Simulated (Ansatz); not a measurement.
## Pt: geometry relaxation

System: Pt (Fm-3m, 3 atoms in the cell).
Method: DFT PBEsol, scalar-relativistic, plane waves, PAW, no spin polarisation (Ansatz 0.2.0).

The structure derives from an entry of the Crystallography Open Database. It belongs to a series of runs on one base structure; here: 0 of 3 Pt sites taken by Pd, cell and atoms relaxed. Figures and captions count atoms from 1; the log counts them from 0 in places.

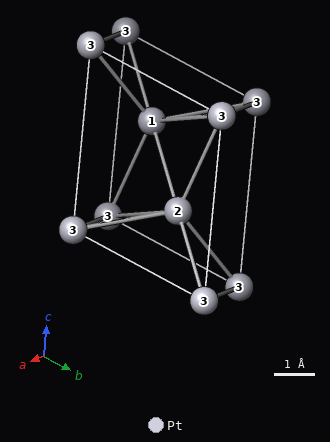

Fig. 1: The input geometry (ball-and-stick view of the cell of the calculation, seen slightly off an axis; atoms are numbered from 1 in the order of the input). An atom can appear more than once, as a periodic image. Near neighbours in the periodic cell (some may lie outside the picture): Pt has 12 Pt at 2.77 Å.

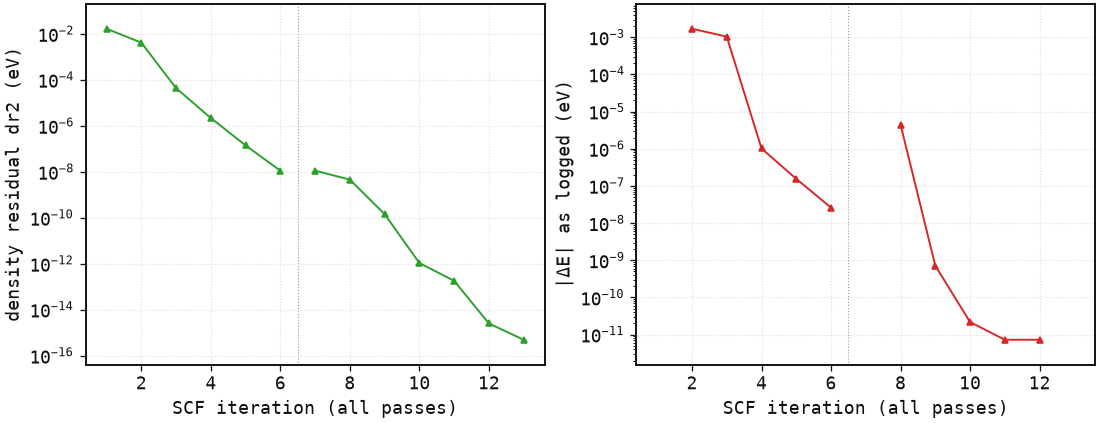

Fig. 2: Convergence of the self-consistent field: density residual dr2 and size of the energy change against the SCF iteration. The dotted lines part the SCF passes of the relaxation: geometry steps, rejected trials and re-solves on a re-selected basis. The passes take 6 and 7 iterations.

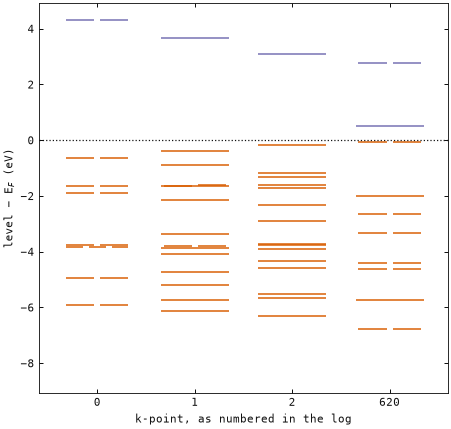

Fig. 3: Kohn–Sham levels near the Fermi level (dotted) at the few k-points that the log prints; levels within 0.02 eV of each other stand side by side. The system is metallic on the full mesh.

The input and output of the run follow.

**The input**
```yaml
crystal:
  lattice:
    - [0.0, 1.9590303452, -1.9590303452]
    - [3.9180606905, 0.0, 0.0]
    - [-1.9590303452, -3.9180606905, -1.9590303452]
  atoms:
    - { symbol: Pt, position: [0.3333333333, 0.3333333333, 0.6666666667] }
    - { symbol: Pt, position: [0.6666666667, 0.6666666667, 0.3333333333] }
    - { symbol: Pt, position: [0.0, 0.0, 0.0] }
basis:
  ecutwfc: 420
kpoints:
  mp_grid: { grid: [16, 16, 16] }
hamiltonian:
  xc: pbesol
scf:
  occupations: { method: gaussian, width: 0.1 }
output:
  forces: true
  stress: true
  eigenvalues: true
relax:
  adjacent_minimum: "off"
  f_tol: 0.015
  max_steps: 60
  cell: { stress_tol: 0.15 }
```

Run as:
```bash
ansatz run input.yaml --threads 1 --pin off --max-ram 2560MiB --backend cpu --events-out ev --progress --plain --runs-dir out
```

**Log**
```
Engine: ansatz 0.2.0, x86_64-unknown-linux-gnu
Pseudopotentials: kind: paw
Pseudopotential: Pt, paw, valence charge 18, recommended cutoff 420 eV (normal), Pt.paw.azcp
Functional definition: PBEsol
  exchange = pbesol_x
  correlation = pbesol_c
Crystal: 3 atoms, lattice volume = 45.110 Å³
Basis set: ecut = 420 eV, 851 PW (Γ), exchange–correlation on 40×54×72 points (8 copies of the dense FFT grid, shifted against one another)
Bands: 33, of which v1, the nominal top of the filled ones, is band 27 counted from 1 (26 counted from 0)
Symmetry: 24 space group operations
Space group: Fm-3m (ITA 225), of the structure as read, at distance tolerance 3.6e-5 Å
k-points: 621 of 4096
Non-local potential: Pt, projectors of the file, l = 0: 3, l = 1: 2, l = 2: 2, l = 3: 1
PAW form: soft (Blöchl's): semilocal exchange-correlation on the pseudo side does not see the compensation charge
PAW frozen core: Pt, regenerated for the run's functional, and the local potential with it (the file was generated under x = pbe(κ = 0.804, μ = 0.2195149727645171), c = pbe(β = 0.06672455060314922))
PAW one-centre angular grid: Pt, 590 points (default); XC on 64 Gauss nodes
Initial density: superposition of atomic densities (neutral atoms: chi_scale 0, normalization atom), corrected by the library's trained network
Initial wavefunctions: pseudopotential atomic-orbital guess
Functional: x = pbesol(κ = 0.804, μ = 0.12345679012345678), c = pbesol(β = 0.046)
SCF iter   1: F=—  HF=-37151.475804 eV  |F-HF|=—  |Δ(HF+E_count)|=         —  Δρ=6.89e-3  dr2=1.68e-2  ethr=1.77e-3  ⟨swp⟩=5.2  Hψ=73070  notcnv=0  defer=141
preconditioner: auto → Kerker (q_TF=auto, 2.811 Å⁻¹)  [metal: Δε(μ)=0.003 eV  Ē_g=9.375 eV  σ=0.100 eV  W_gap=0.02  n_scr=18 (ndim 8)  ℏωp=30.3 eV  f_vac=0.000  D(μ)=5.92/eV (n_scr^D=94)]
SCF iter   2: F=—  HF=-37151.474102 eV  |F-HF|=—  |Δ(HF+E_count)|=   1.70e-3  Δρ=3.49e-3  dr2=4.16e-3  ethr=3.10e-5  ⟨swp⟩=2.1  Hψ=30629  notcnv=0  defer=153
SCF iter   3: F=—  HF=-37151.473058 eV  |F-HF|=—  |Δ(HF+E_count)|=   1.04e-3  Δρ=4.45e-4  dr2=4.36e-5  ethr=7.70e-6  ⟨swp⟩=2.0  Hψ=28878  notcnv=0  defer=153
SCF iter   4: F=—  HF=-37151.473059 eV  |F-HF|=—  |Δ(HF+E_count)|=   1.02e-6  Δρ=7.82e-5  dr2=2.18e-6  ethr=8.08e-8  ⟨swp⟩=1.6  Hψ=25525  notcnv=0  defer=153
SCF iter   5: F=—  HF=-37151.473059 eV  |F-HF|=—  |Δ(HF+E_count)|=   1.55e-7  Δρ=2.33e-5  dr2=1.41e-7  ethr=4.04e-9  ⟨swp⟩=2.4  Hψ=27957  notcnv=0  defer=153
SCF iter   6: F=-37151.473059 eV  HF=-37151.473059 eV  |F-HF|=2.47e-9  |Δ(HF+E_count)|=   2.61e-8  Δρ=6.11e-6  dr2=1.11e-8  ethr=1.85e-10  ⟨swp⟩=6.8  Hψ=72051  notcnv=0
SCF 1 converged in 6 iterations: F = -37151.473059 eV  dr2 = 1.11e-8
  greatest PAW one-centre occupation: 1.000 electrons in one spin orbital (limit 2), on the Pt atom at site 2 (counted from 0), in its partial waves of l = 0
relax step   1: F+E_penalty+E_count = -37151.47305862 eV  Δ(F+E_penalty+E_count) = +0.000e0 eV  max|allowed force component| = 3.318e-27 eV/Å  Δτ_max = 0.0000 Å  P = -0.010 GPa  Ω = 45.110 Å³  (6 SCF iters, dr2 threshold 1.00e-7 eV, accepted)
Initial density: handed on by an earlier stage of this run
Initial wavefunctions: pseudopotential atomic-orbital guess (no wavefunctions were taken with the density)
iter 1 solved again at ethr=1.08e-8 eV; its pass at ethr=3.10e-3 eV (dr2=5.83e-6 eV) is discarded
SCF iter   1: F=—  HF=-37151.473063 eV  |F-HF|=—  |Δ(HF+E_count)|=         —  Δρ=6.12e-6  dr2=1.12e-8  ethr=1.08e-8  ⟨swp⟩=4.4  Hψ=137277  notcnv=0
preconditioner: auto → Kerker (q_TF=auto, 2.811 Å⁻¹)  [metal: Δε(μ)=0.001 eV  Ē_g=9.387 eV  σ=0.100 eV  W_gap=0.01  n_scr=18 (ndim 8)  ℏωp=30.3 eV  f_vac=0.000  D(μ)=5.95/eV (n_scr^D=94)]
SCF iter   2: F=—  HF=-37151.473059 eV  |F-HF|=—  |Δ(HF+E_count)|=   4.49e-6  Δρ=3.79e-6  dr2=4.56e-9  ethr=2.08e-11  ⟨swp⟩=1.9  Hψ=28654  notcnv=0
iter 3 did not close the SCF: its close was put off for the readings that it lacked (scf_convergence_deferred on its scf_iter line)
SCF iter   3: F=-37151.473059 eV  HF=-37151.473059 eV  |F-HF|=5.09e-11  |Δ(HF+E_count)|=  7.13e-10  Δρ=5.97e-7  dr2=1.44e-10  ethr=8.45e-12  ⟨swp⟩=2.4  Hψ=29407  notcnv=0
iter 4 did not close the SCF: its close was put off for the readings that it lacked (scf_convergence_deferred on its scf_iter line)
SCF iter   4: F=-37151.473059 eV  HF=-37151.473059 eV  |F-HF|=0.00e0  |Δ(HF+E_count)|=  2.18e-11  Δρ=7.81e-8  dr2=1.07e-12  ethr=1.00e-12  ⟨swp⟩=1.0  Hψ=20494  notcnv=0
iter 5 did not close the SCF: its close was put off for the readings that it lacked (scf_convergence_deferred on its scf_iter line)
SCF iter   5: F=-37151.473059 eV  HF=-37151.473059 eV  |F-HF|=0.00e0  |Δ(HF+E_count)|=  7.28e-12  Δρ=2.26e-8  dr2=1.80e-13  ethr=1.00e-12  ⟨swp⟩=1.0  Hψ=20493  notcnv=0
iter 6 did not close the SCF: its close was put off for the readings that it lacked (scf_convergence_deferred on its scf_iter line)
SCF iter   6: F=-37151.473059 eV  HF=-37151.473059 eV  |F-HF|=0.00e0  |Δ(HF+E_count)|=  7.28e-12  Δρ=3.50e-9  dr2=2.50e-15  ethr=1.00e-12  ⟨swp⟩=1.0  Hψ=20493  notcnv=0
SCF iter   7: F=-37151.473059 eV  HF=-37151.473059 eV  |F-HF|=7.28e-12  |Δ(HF+E_count)|=    0.00e0  Δρ=1.07e-9  dr2=4.91e-16  ethr=1.00e-12  ⟨swp⟩=1.0  Hψ=43542  notcnv=0
SCF 2 converged in 7 iterations: F = -37151.473059 eV  dr2 = 4.91e-16
relax step   2: F+E_penalty+E_count = -37151.47305863 eV  Δ(F+E_penalty+E_count) = -1.273e-9 eV  max|allowed force component| = 1.672e-28 eV/Å  Δτ_max = 0.0000 Å  P = -0.010 GPa  Ω = 45.110 Å³  stress off target by 1.29e-1 GPa  SCF on the basis re-selected at this cell (its energy is not comparable with the rows above)  (7 SCF iters)
basis re-selected at this cell: Δ(F+E_penalty+E_count) = -1.273e-9 eV, ΔP = +0.000 GPa vs the last step (what re-selecting the basis moved, of the pressure what is left beyond the Pulay correction that the steps carried, after the strain that the cell walked since its last selection, with what the two solves' SCF thresholds leave and, on support functions, any second-order correction that the steps lacked; it is no measure of the basis error at this ecutwfc). This SCF's stress stands 1.29e-1 GPa from its target on what of the cell is left free (relax.cell.stress_tol is 1.50e-1 GPa) and its largest allowed force component is 1.67e-28 eV/Å (relax.f_tol is 1.50e-2 eV/Å): within both
SCF converged after 7 iterations
Free energy (F): -37151.473059 eV
Harris-Foulkes:  -37151.473059 eV  (|F-HF|=7.28e-12)
Internal energy: -37151.443324 eV  (E = F + TS)
E sigma→0 (E₀):  -37151.458191 eV
Entropy (-TS):   -0.029735 eV (-9.912 meV/atom)
Fermi energy:    23.314177 eV
--- Per-component energies (eV) ---
  E_band       = -391.360830
  E_kinetic    = 1914.192051
  E_local      = -4377.640311  (includes V_loc(G=0)·N_el)
  E_nonlocal   = 608.757010
  E_hartree    = 1622.001479
  E_xc         = -781.464233
  E_vxc        = -907.824174  (∫ρ·V_xc dr)
  E_paw        = -27948.918655  (= ΣΔE_a)
  E_vpaw       = -872.848960  (= ΣTr[D̂ρ^β])
  E_aug_tail   = 0.000595  (compensation charges beyond the density's cutoff)
  E_ewald      = -8189.232203
  E_core_change = 0.860944  (= ΣΔE_core)
  E_smearing   = -0.029735  (= −TS)
  E_closure    = 0.000000  (closes the sum)
  Σ components = -37151.473059   (vs F -37151.473059, Δ=0.00e0)
--- Forces (eV/Å), atoms counted from 1 ---
  atom   1  Pt    -0.00000000    -0.00000000     0.00000000
  atom   2  Pt     0.00000000    -0.00000000     0.00000000
  atom   3  Pt     0.00000000     0.00000000     0.00000000
  max |Σ_I F_I| component: 1.11e-27 eV/Å
--- Stress (GPa, compression-positive) ---
       -0.040412       0.000000       0.000000
        0.000000       0.005247      -0.123954
        0.000000      -0.123954       0.005247
  P = ⅓ Tr σ = -0.0100 GPa (-0.100 kbar)
--- Band table (eV; the first three rows and the last of 621) ---
  k-point 0: bands = ["-75.2510", "-75.2089", "-75.2089", "-29.5264", "-29.5264", "-29.5230", "-29.5230", "-29.3169", "-29.3169", "-29.1993", "-29.1977", "-29.1960", "12.9816", "17.3892", "17.3892", "18.3697", "18.3697", "19.4825", "19.4838", "19.4840", "19.5625", "19.5625", "21.4120", "21.4120", "21.6779", "21.6779", "22.6742", "22.6742", "27.6174", "27.6174", "32.0873", "32.0873", "33.0219"]
  k-point 1: bands = ["-75.2507", "-75.2104", "-75.2078", "-29.5504", "-29.5420", "-29.5057", "-29.4940", "-29.3292", "-29.3041", "-29.2045", "-29.1992", "-29.1965", "13.0289", "17.1880", "17.5638", "18.0985", "18.5695", "19.2332", "19.4581", "19.5009", "19.5080", "19.9550", "21.1727", "21.6546", "21.6787", "21.6882", "22.4100", "22.9209", "26.9881", "28.2922", "31.0454", "32.9781", "33.1429"]
  k-point 2: bands = ["-75.2495", "-75.2122", "-75.2071", "-29.5755", "-29.5510", "-29.4817", "-29.4640", "-29.3407", "-29.2912", "-29.2198", "-29.2039", "-29.1978", "13.1694", "16.9842", "17.6637", "17.7795", "18.7111", "18.9674", "19.3879", "19.5516", "19.5772", "20.4094", "20.9770", "21.5869", "21.6841", "21.9912", "22.1334", "23.1453", "26.3871", "29.0128", "30.0224", "33.1130", "33.4205"]
  k-point 620: bands = ["-75.2145", "-75.2145", "-75.2061", "-29.6468", "-29.6468", "-29.5185", "-29.5153", "-29.3824", "-29.3323", "-29.3323", "-29.2857", "-29.2857", "16.5399", "16.5399", "17.5892", "18.7035", "18.7047", "18.9174", "18.9174", "19.9719", "19.9719", "20.6633", "20.6633", "21.2911", "23.2411", "23.2411", "23.8225", "26.0902", "26.0902", "28.9421", "28.9421", "30.4109", "31.5658"]
--- Relaxed structure (1 steps of the walk, 1 accepted, 1 SCFs on fresh bases) ---
  F+E_penalty+E_count = -37151.47305863 eV   max|allowed force component| = 1.672e-28 eV/Å   (the final SCF, on the basis selected at the relaxed cell)
  cell:  # Å, volume = 45.1102 Å³
    - [7.090650371941373e-23, 1.9590303451833333, -1.9590303452166666]
    - [3.9180606905, 1.6666650925503123e-11, 1.6666650925361317e-11]
    - [-1.959030345225, -3.918060690475, -1.959030345225]
  atoms:
    - { symbol: Pt, position: [0.3333333333333333, 0.33333333333333337, 0.6666666666666667] }
    - { symbol: Pt, position: [0.6666666666666666, 0.6666666666666666, 0.33333333333333337] }
    - { symbol: Pt, position: [0.0, 0.0, 0.0] }
```

**Trajectory as extended XYZ (Å, eV, eV/Å), 2 frames, from step=1 to step=2**
```
3
Lattice="0.0000 1.9590 -1.9590 3.9181 0.0000 0.0000 -1.9590 -3.9181 -1.9590" Properties=species:S:1:pos:R:3:forces:R:3 step=1 energy=-37151.47306 pressure_GPa=-0.01
Pt    0.0000   -1.9590   -1.9590    0.0000   0.0000   0.0000
Pt    1.9590    0.0000   -1.9590    0.0000   0.0000   0.0000
Pt    0.0000    0.0000    0.0000    0.0000   0.0000   0.0000
3
Lattice="0.0000 1.9590 -1.9590 3.9181 0.0000 0.0000 -1.9590 -3.9181 -1.9590" Properties=species:S:1:pos:R:3:forces:R:3 step=2 energy=-37151.47306 pressure_GPa=-0.01
Pt    0.0000   -1.9590   -1.9590    0.0000   0.0000   0.0000
Pt    1.9590    0.0000   -1.9590    0.0000   0.0000   0.0000
Pt    0.0000    0.0000    0.0000    0.0000   0.0000   0.0000
```

**Results in brief**

- outcome: converged
- space group (tolerance 0.01 Å): Fm-3m (225)
- electrons treated: 54
- free energy: −37151.4731 eV
- Fermi energy: 23.314 eV
- gap on the k-point mesh: none (metallic)
- pressure: −0.01 GPa
- final volume: 45.11 Å³
- largest force (length of the vector) at the end: under 0.001 eV/Å
- final cell: a = 2.770 Å, b = 3.918 Å, c = 4.799 Å, α = 114.09°, β = 106.78°, γ = 90.00°
- hardware: 1 thread of AMD EPYC (Zen 3), 189 GiB of memory available, shared host
- wall time: 2.8 min
- peak memory: 0.9 GiB

**Remarks**

Spin–orbit coupling is left out, which matters for Pt.
